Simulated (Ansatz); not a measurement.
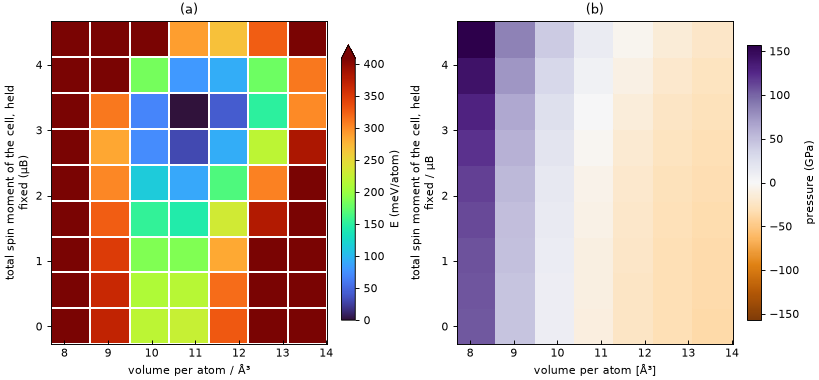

Co (P6_3/mmc, No. 194; 2 atoms in the cell). The energy is mapped over volume and a fixed ferromagnetic moment. The first coordinate is: volume per atom; the second: total spin moment of the cell, held fixed. Nothing is relaxed (shape and fractional coordinates fixed). Grid: 7 × 9 points. Points are written as (first, second). All energies are given in meV/atom relative to the lowest grid point. The moment is held fixed and parallel; antiferromagnetic orders weren't tried. The electronic state followed may not be the lowest one. Method: Ansatz, DFT PBE, scalar-relativistic, plane waves, PAW. Settings: cutoff 520 eV, k-mesh 24×24×12 in the order of the run's cell vectors, gaussian smearing 0.15 eV.

Panel (a) is the energy and panel (b) the computed pressure on the same grid.

Drawn: one coloured cell a grid point, one colour for all values above the top of the scale.

How does the pressure vary over the map, and what is it at the lowest grid point?

It runs from −36 GPa at (13.57 Å³, 0.00 μB) to 157 GPa at (8.14 Å³, 4.40 μB). At the lowest grid point, (10.85 Å³, 3.30 μB), it is 1 GPa. The pressure is minus the slope of the energy with volume, so it vanishes at the true minimum, which need not be a grid point.

PAW datasets: the set soft_1.
